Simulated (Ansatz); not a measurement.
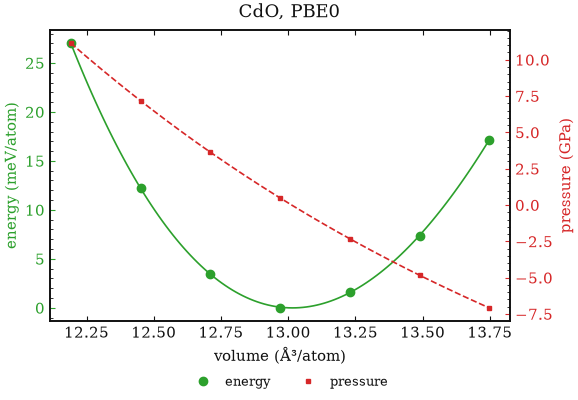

Calculation (Ansatz 0.2.0): plane-wave DFT, no spin polarisation; energies at scaled volumes of the given cell, shape and fractions fixed, counted from the fit's minimum, third-order Birch-Murnaghan fit. Level: PBE0.

- k mesh: 6×6×6
- occupations: Fermi–Dirac
- smearing width: 0.05 eV
- potentials: Ansatz PAW
- wave cutoff: 420 eV
- density cutoff: 1680 eV

Cell as given: a = 3.323 Å, b = 3.323 Å, c = 3.323 Å, α = 60.00°, β = 60.00°, γ = 60.00°; 2 atoms.

**Figure.** Energy and pressure against volume for CdO, space group Fm-3m (No. 225).

A third-order Birch–Murnaghan fit gives V0 = 13.02 Å³/atom, B0 = 147 GPa and B′ = 4.4. The energy is 27.00 meV/atom at volume 12.19 Å³/atom and 17.18 meV/atom at 13.75 Å³/atom; the lowest computed point is at volume 12.97 Å³/atom (0.00 meV/atom), in a single well. The pressure falls from 11.14 GPa at volume 12.19 Å³/atom to −7.08 GPa at 13.75 Å³/atom, and changes sign near 13.01 Å³/atom.
